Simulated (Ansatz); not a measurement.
## Run report: ZnO, geometry relaxation (part 1 of 2)

The run: geometry relaxation of ZnO (P6₃mc, 4 atoms in the cell). Method and program: DFT r2SCAN, scalar-relativistic, plane waves, PAW, no spin polarisation (Ansatz 0.2.0).

The structure derives from an entry of the Crystallography Open Database.

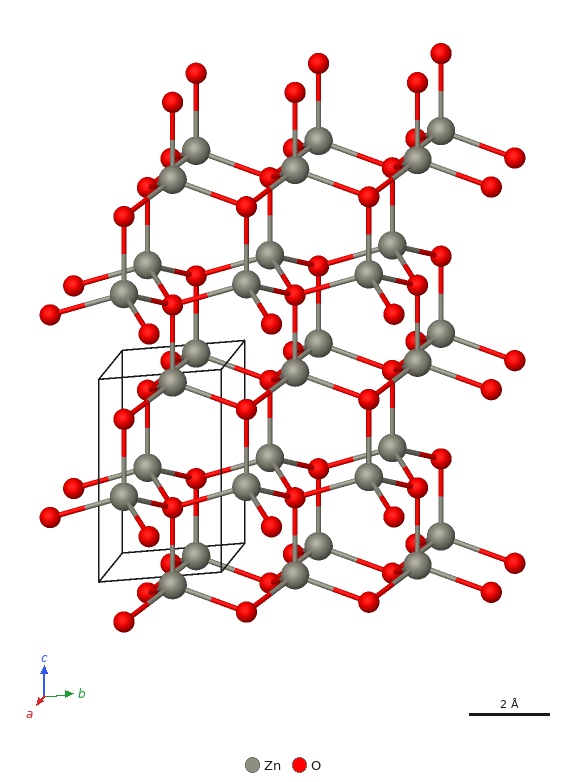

**Figure 1.** The starting structure (ball-and-stick view of the cell of the calculation, set on other vectors, repeated 2 × 3 × 2, seen slightly off an axis; bonded neighbours outside the cell are drawn too). An atom can appear more than once, as a periodic image. Near neighbours in the periodic cell (some may lie outside the picture): Zn has 4 O at 1.97 to 1.99 Å; O has 4 Zn at 1.97 to 1.99 Å.

Results in brief

| quantity | value |
| --- | --- |
| outcome | converged |
| space group (tolerance 0.01 Å) | P6₃mc (186) |
| electrons treated | 36 |
| free energy | −7789.8530 eV |
| Fermi energy | 7.588 eV |
| gap on the k-point mesh | 1.24 eV |
| pressure | 0.00 GPa |
| final volume | 47.24 Å³ |
| largest force (length of the vector) at the end | under 0.001 eV/Å |
| final cell | a = 3.235 Å, b = 3.235 Å, c = 5.211 Å, α = 90.00°, β = 90.00°, γ = 120.00° |
| hardware | 4 threads of Arm Neoverse V2, 24 GiB of memory available, shared host |
| wall time | 26 s (CPU time 99 s) |
| peak memory | 0.55 GiB |

The input
```yaml
crystal:
  lattice:
    - [-1.624699362, -2.8140618419, 0.0]
    - [3.2493987239, 0.0, 0.0]
    - [0.0, 0.0, 5.2038]
  atoms:
    - { symbol: Zn, position: [0.3333333333, 0.6666666667, 0.0] }
    - { symbol: Zn, position: [0.6666666667, 0.3333333335, 0.5] }
    - { symbol: O, position: [0.3333333333, 0.6666666667, 0.3821] }
    - { symbol: O, position: [0.6666666667, 0.3333333335, 0.8821] }
basis:
  ecutwfc: 500
kpoints:
  mp_grid: { grid: [12, 12, 6] }
hamiltonian:
  xc: r2scan
scf:
  occupations: { method: gaussian, width: 0.02 }
output:
  forces: true
  stress: true
  eigenvalues: true
  write_density: true
  write_potential: true
  elf: true
  volumetric_format: npy
relax:
  adjacent_minimum: "off"
  f_tol: 0.005
  max_steps: 80
  cell: { stress_tol: 0.05 }
```

Command:
```bash
ansatz run input.yaml --threads 4 --pin off --max-ram 10240MiB --backend cpu --events-out ev --progress --plain --runs-dir out
```

Output
```
Engine: ansatz 0.2.0, aarch64-unknown-linux-gnu
Pseudopotentials: kind: paw
Pseudopotential: Zn, paw, valence charge 12, recommended cutoff 500 eV (meta_gga), Zn.paw.azcp
Pseudopotential: O, paw, valence charge 6, recommended cutoff 500 eV (meta_gga), O.paw.azcp
Functional definition: r2SCAN
  parameter k0 = 0.174
  parameter k1 = 0.065
  parameter a1 = 4.9479
  exchange = r2scan_x(k0 = k0, k1 = k1, a1 = a1)
  correlation = r2scan_c
Crystal: 4 atoms, lattice volume = 47.584 Å³
Basis set: ecut = 500 eV, 1201 PW (Γ), exchange–correlation on 96×96×160 points (64 copies of the dense FFT grid, shifted against one another)
Bands: 22, of which v1, the nominal top of the filled ones, is band 18 counted from 1 (17 counted from 0)
Symmetry: 12 space group operations
Space group: P63mc (ITA 186), of the structure as read, at distance tolerance 3.6e-5 Å
k-points: 76 of 864 (time reversal used)
Non-local potential: Zn, projectors of the file, l = 0: 2, l = 1: 2, l = 2: 3, l = 3: 1
Non-local potential: O, projectors of the file, l = 0: 2, l = 1: 2, l = 2: 1
PAW form: soft (Blöchl's): semilocal exchange-correlation on the pseudo side does not see the compensation charge
PAW frozen core: Zn, regenerated for the run's functional (the file was generated under x = pbe(κ = 0.804, μ = 0.2195149727645171), c = pbe(β = 0.06672455060314922))
PAW frozen core: O, regenerated for the run's functional (the file was generated under x = pbe(κ = 0.804, μ = 0.2195149727645171), c = pbe(β = 0.06672455060314922))
PAW one-centre angular grid: Zn, 590 points (default); XC on 261 of its mesh's 2673 points in the sphere
PAW one-centre angular grid: O, 302 points (default); XC on 160 Gauss nodes
Initial density: superposition of atomic densities (neutral atoms: chi_scale 0, normalization atom), corrected by the library's trained network
Initial wavefunctions: pseudopotential atomic-orbital guess
Functional: x = r2scan, c = r2scan; τ floored in thin density (d = 2e-4 eV/Å³)
SCF iter   1: F=—  HF=-7789.831451 eV  |F-HF|=—  |Δ(HF+E_count)|=         —  Δρ=2.02e-2  dr2=9.47e-2  dr2_τ=9.84e-2  ethr=1.77e-3  ⟨swp⟩=5.9  Hψ=7547  notcnv=0
preconditioner: auto → Resta (q_TF=auto, 2.604 Å⁻¹)  ε∞=6.6  [insulator: Δε(μ)=1.376 eV  Ē_g=13.664 eV  σ=0.020 eV  W_gap=1.00  n_scr=22 (ndim 8)  ℏωp=32.3 eV  f_vac=0.036  D(μ)=0.00/eV (n_scr^D=0)  ε∞_Penn≈6.6]
SCF iter   2: F=—  HF=-7789.854915 eV  |F-HF|=—  |Δ(HF+E_count)|=   2.35e-2  Δρ=4.93e-3  dr2=9.38e-3  dr2_τ=6.74e-4  ethr=2.63e-4  ⟨swp⟩=2.5  Hψ=3849  notcnv=0
SCF iter   3: F=—  HF=-7789.852312 eV  |F-HF|=—  |Δ(HF+E_count)|=   2.60e-3  Δρ=4.76e-3  dr2=5.39e-3  dr2_τ=2.13e-4  ethr=2.61e-5  ⟨swp⟩=2.0  Hψ=3192  notcnv=0
SCF iter   4: F=—  HF=-7789.851119 eV  |F-HF|=—  |Δ(HF+E_count)|=   1.19e-3  Δρ=5.48e-4  dr2=1.15e-4  dr2_τ=2.73e-5  ethr=1.50e-5  ⟨swp⟩=3.0  Hψ=3155  notcnv=0
SCF iter   5: F=—  HF=-7789.851196 eV  |F-HF|=—  |Δ(HF+E_count)|=   7.62e-5  Δρ=2.95e-4  dr2=2.41e-5  dr2_τ=2.08e-6  ethr=3.20e-7  ⟨swp⟩=2.4  Hψ=2990  notcnv=0
SCF iter   6: F=—  HF=-7789.851218 eV  |F-HF|=—  |Δ(HF+E_count)|=   2.28e-5  Δρ=4.66e-5  dr2=1.23e-6  dr2_τ=1.92e-8  ethr=6.68e-8  ⟨swp⟩=2.0  Hψ=2667  notcnv=0
SCF iter   7: F=—  HF=-7789.851219 eV  |F-HF|=—  |Δ(HF+E_count)|=   5.74e-7  Δρ=1.78e-5  dr2=1.30e-7  dr2_τ=8.70e-9  ethr=3.41e-9  ⟨swp⟩=2.0  Hψ=2901  notcnv=0
SCF iter   8: F=-7789.851219 eV  HF=-7789.851219 eV  |F-HF|=4.71e-8  |Δ(HF+E_count)|=   2.28e-8  Δρ=1.17e-5  dr2=6.29e-8  dr2_τ=4.93e-9  ethr=2.78e-10  ⟨swp⟩=8.8  Hψ=11851  notcnv=0
SCF 1 converged in 8 iterations: F = -7789.851219 eV  dr2 = 6.29e-8
  greatest PAW one-centre occupation: 0.987 electrons in one spin orbital (limit 2), on the Zn atom at site 1 (counted from 0), in its partial waves of l = 2
relax step   1: F+E_penalty+E_count = -7789.85121890 eV  Δ(F+E_penalty+E_count) = +0.000e0 eV  max|allowed force component| = 3.168e-2 eV/Å  Δτ_max = 0.0000 Å  P = -1.089 GPa  Ω = 47.584 Å³  (8 SCF iters, dr2 threshold 1.00e-7 eV, accepted)
Crystal: 4 atoms, lattice volume = 47.403 Å³
Basis set: ecut = 500 eV, 1177 PW (Γ), exchange–correlation on 96×96×160 points (64 copies of the dense FFT grid, shifted against one another)
Initial density: handed on by an earlier stage of this run
Initial wavefunctions: those handed on with the density
iter 1 solved again at ethr=2.43e-7 eV; its pass at ethr=3.10e-3 eV (dr2=8.74e-5 eV) is discarded
SCF iter   1: F=—  HF=-7789.852185 eV  |F-HF|=—  |Δ(HF+E_count)|=         —  Δρ=5.16e-4  dr2=8.13e-5  dr2_τ=3.99e-4  ethr=2.43e-7  ⟨swp⟩=2.4  Hψ=8817  notcnv=0
preconditioner: auto → Resta (q_TF=auto, 2.606 Å⁻¹)  ε∞=6.8  [insulator: Δε(μ)=1.240 eV  Ē_g=13.486 eV  σ=0.020 eV  W_gap=1.00  n_scr=22 (ndim 8)  ℏωp=32.4 eV  f_vac=0.036  D(μ)=0.00/eV (n_scr^D=0)  ε∞_Penn≈6.8]
SCF iter   2: F=—  HF=-7789.852463 eV  |F-HF|=—  |Δ(HF+E_count)|=   2.78e-4  Δρ=2.88e-4  dr2=2.90e-5  dr2_τ=1.03e-6  ethr=2.26e-7  ⟨swp⟩=2.0  Hψ=3116  notcnv=0
SCF iter   3: F=—  HF=-7789.852460 eV  |F-HF|=—  |Δ(HF+E_count)|=   3.67e-6  Δρ=1.28e-4  dr2=5.86e-6  dr2_τ=8.18e-7  ethr=8.07e-8  ⟨swp⟩=2.3  Hψ=2905  notcnv=0
SCF iter   4: F=—  HF=-7789.852459 eV  |F-HF|=—  |Δ(HF+E_count)|=   8.21e-8  Δρ=5.24e-5  dr2=9.17e-7  dr2_τ=4.75e-8  ethr=1.63e-8  ⟨swp⟩=2.7  Hψ=3095  notcnv=0
SCF iter   5: F=-7789.852460 eV  HF=-7789.852460 eV  |F-HF|=1.67e-7  |Δ(HF+E_count)|=   3.88e-7  Δρ=2.24e-5  dr2=2.27e-7  dr2_τ=1.63e-8  ethr=1.11e-9  ⟨swp⟩=9.1  Hψ=12852  notcnv=0
SCF 2 converged in 5 iterations: F = -7789.852460 eV  dr2 = 2.27e-7
  Residual-converged pass: ⟨swp⟩=1.0  Hψ=1977  notcnv=0  max |occ|·‖R‖ = 7.1e-9 eV (tolerance 1.0e-8 eV)  dr2=2.27e-7  dr2_τ=1.63e-8  dr2_onsite=2.43e-8  max |Δocc| = 0.0e0
relax step   2: F+E_penalty+E_count = -7789.85245969 eV  Δ(F+E_penalty+E_count) = -1.241e-3 eV  max|allowed force component| = 3.007e-2 eV/Å  Δτ_max = 0.0014 Å  P = -0.528 GPa  Ω = 47.403 Å³  energy of the carried Pulay correction = +1.148e-4 eV  (5 SCF iters, dr2 threshold 4.00e-7 eV, accepted)
Crystal: 4 atoms, lattice volume = 47.218 Å³
Basis set: ecut = 500 eV, 1165 PW (Γ), exchange–correlation on 96×96×160 points (64 copies of the dense FFT grid, shifted against one another)
iter 1 solved again at ethr=4.98e-7 eV; its pass at ethr=3.10e-3 eV (dr2=1.79e-4 eV) is discarded
SCF iter   1: F=—  HF=-7789.852734 eV  |F-HF|=—  |Δ(HF+E_count)|=         —  Δρ=8.46e-4  dr2=1.74e-4  dr2_τ=9.53e-4  ethr=4.98e-7  ⟨swp⟩=2.2  Hψ=8808  notcnv=0
preconditioner: auto → Resta (q_TF=auto, 2.608 Å⁻¹)  ε∞=6.8  [insulator: Δε(μ)=1.243 eV  Ē_g=13.515 eV  σ=0.020 eV  W_gap=1.00  n_scr=22 (ndim 8)  ℏωp=32.4 eV  f_vac=0.035  D(μ)=0.00/eV (n_scr^D=0)  ε∞_Penn≈6.8]
SCF iter   2: F=—  HF=-7789.853094 eV  |F-HF|=—  |Δ(HF+E_count)|=   3.59e-4  Δρ=4.29e-4  dr2=4.95e-5  dr2_τ=1.88e-6  ethr=4.82e-7  ⟨swp⟩=2.0  Hψ=3344  notcnv=0
SCF iter   3: F=—  HF=-7789.853092 eV  |F-HF|=—  |Δ(HF+E_count)|=   1.32e-6  Δρ=2.02e-4  dr2=1.35e-5  dr2_τ=2.10e-6  ethr=1.38e-7  ⟨swp⟩=2.0  Hψ=2946  notcnv=0
SCF iter   4: F=—  HF=-7789.853089 eV  |F-HF|=—  |Δ(HF+E_count)|=   3.20e-6  Δρ=7.43e-5  dr2=1.65e-6  dr2_τ=1.02e-7  ethr=3.75e-8  ⟨swp⟩=2.0  Hψ=2883  notcnv=0
SCF iter   5: F=—  HF=-7789.853090 eV  |F-HF|=—  |Δ(HF+E_count)|=   1.15e-6  Δρ=4.75e-5  dr2=9.39e-7  dr2_τ=9.53e-8  ethr=1.11e-9  ⟨swp⟩=10.0  Hψ=15062  notcnv=0
SCF iter   6: F=-7789.853090 eV  HF=-7789.853090 eV  |F-HF|=5.73e-8  |Δ(HF+E_count)|=   2.74e-7  Δρ=1.61e-5  dr2=1.08e-7  dr2_τ=1.98e-9  ethr=1.11e-9  ⟨swp⟩=6.3  Hψ=11707  notcnv=0
SCF 3 converged in 6 iterations: F = -7789.853090 eV  dr2 = 1.08e-7
relax step   3: F+E_penalty+E_count = -7789.85309000 eV  Δ(F+E_penalty+E_count) = -6.303e-4 eV  max|allowed force component| = 1.909e-2 eV/Å  Δτ_max = 0.0027 Å  P = +0.060 GPa  Ω = 47.218 Å³  energy of the carried Pulay correction = +2.330e-4 eV  (6 SCF iters, dr2 threshold 4.00e-7 eV, accepted)
Crystal: 4 atoms, lattice volume = 47.242 Å³
iter 1 solved again at ethr=3.54e-7 eV; its pass at ethr=3.10e-3 eV (dr2=1.27e-4 eV) is discarded
SCF iter   1: F=—  HF=-7789.853062 eV  |F-HF|=—  |Δ(HF+E_count)|=         —  Δρ=7.83e-4  dr2=1.27e-4  dr2_τ=7.69e-4  ethr=3.54e-7  ⟨swp⟩=2.6  Hψ=8757  notcnv=0
preconditioner: auto → Resta (q_TF=auto, 2.607 Å⁻¹)  ε∞=6.8  [insulator: Δε(μ)=1.237 eV  Ē_g=13.504 eV  σ=0.020 eV  W_gap=1.00  n_scr=22 (ndim 8)  ℏωp=32.4 eV  f_vac=0.035  D(μ)=0.00/eV (n_scr^D=0)  ε∞_Penn≈6.8]
SCF iter   2: F=—  HF=-7789.853151 eV  |F-HF|=—  |Δ(HF+E_count)|=   8.96e-5  Δρ=3.54e-4  dr2=2.54e-5  dr2_τ=1.24e-6  ethr=3.53e-7  ⟨swp⟩=2.0  Hψ=2991  notcnv=0
SCF iter   3: F=—  HF=-7789.853149 eV  |F-HF|=—  |Δ(HF+E_count)|=   2.80e-6  Δρ=6.66e-5  dr2=1.30e-6  dr2_τ=1.42e-7  ethr=7.06e-8  ⟨swp⟩=2.0  Hψ=2801  notcnv=0
SCF iter   4: F=—  HF=-7789.853150 eV  |F-HF|=—  |Δ(HF+E_count)|=   1.09e-6  Δρ=3.60e-5  dr2=3.82e-7  dr2_τ=3.01e-8  ethr=3.62e-9  ⟨swp⟩=2.0  Hψ=2890  notcnv=0
SCF iter   5: F=—  HF=-7789.853150 eV  |F-HF|=—  |Δ(HF+E_count)|=   7.72e-8  Δρ=1.36e-5  dr2=7.53e-8  dr2_τ=2.11e-9  ethr=1.06e-9  ⟨swp⟩=2.0  Hψ=2888  notcnv=0
SCF iter   6: F=-7789.853150 eV  HF=-7789.853150 eV  |F-HF|=1.72e-9  |Δ(HF+E_count)|=   8.90e-9  Δρ=5.32e-6  dr2=1.21e-8  dr2_τ=1.14e-9  ethr=7.18e-11  ⟨swp⟩=7.1  Hψ=10172  notcnv=0
SCF 4 converged in 6 iterations: F = -7789.853150 eV  dr2 = 1.21e-8
  greatest PAW one-centre occupation: 0.987 electrons in one spin orbital (limit 2), on the Zn atom at site 0 (counted from 0), in its partial waves of l = 2
relax step   4: F+E_penalty+E_count = -7789.85314974 eV  Δ(F+E_penalty+E_count) = -5.974e-5 eV  max|allowed force component| = 5.548e-3 eV/Å  Δτ_max = 0.0028 Å  P = -0.013 GPa  Ω = 47.242 Å³  energy of the carried Pulay correction = +2.180e-4 eV  (6 SCF iters, dr2 threshold 2.59e-8 eV, accepted)
Crystal: 4 atoms, lattice volume = 47.238 Å³
iter 1 solved again at ethr=7.99e-9 eV; its pass at ethr=3.10e-3 eV (dr2=2.88e-6 eV) is discarded
SCF iter   1: F=—  HF=-7789.853155 eV  |F-HF|=—  |Δ(HF+E_count)|=         —  Δρ=1.16e-4  dr2=2.89e-6  dr2_τ=1.73e-5  ethr=7.99e-9  ⟨swp⟩=2.1  Hψ=7740  notcnv=0
preconditioner: auto → Resta (q_TF=auto, 2.608 Å⁻¹)  ε∞=6.8  [insulator: Δε(μ)=1.238 eV  Ē_g=13.505 eV  σ=0.020 eV  W_gap=1.00  n_scr=22 (ndim 8)  ℏωp=32.4 eV  f_vac=0.035  D(μ)=0.00/eV (n_scr^D=0)  ε∞_Penn≈6.8]
SCF iter   2: F=—  HF=-7789.853157 eV  |F-HF|=—  |Δ(HF+E_count)|=   1.83e-6  Δρ=5.02e-5  dr2=5.24e-7  dr2_τ=2.97e-8  ethr=7.99e-9  ⟨swp⟩=2.0  Hψ=2988  notcnv=0
SCF iter   3: F=—  HF=-7789.853157 eV  |F-HF|=—  |Δ(HF+E_count)|=   3.91e-8  Δρ=9.40e-6  dr2=2.36e-8  dr2_τ=2.40e-9  ethr=1.46e-9  ⟨swp⟩=2.0  Hψ=2826  notcnv=0
SCF iter   4: F=—  HF=-7789.853157 eV  |F-HF|=—  |Δ(HF+E_count)|=   1.61e-8  Δρ=4.67e-6  dr2=5.05e-9  dr2_τ=4.90e-10  ethr=6.54e-11  ⟨swp⟩=2.0  Hψ=2888  notcnv=0
SCF iter   5: F=-7789.853157 eV  HF=-7789.853157 eV  |F-HF|=2.72e-10  |Δ(HF+E_count)|=   3.56e-9  Δρ=1.62e-6  dr2=9.72e-10  dr2_τ=4.19e-11  ethr=5.34e-12  ⟨swp⟩=6.9  Hψ=9584  notcnv=0
SCF 5 converged in 5 iterations: F = -7789.853157 eV  dr2 = 9.72e-10
```
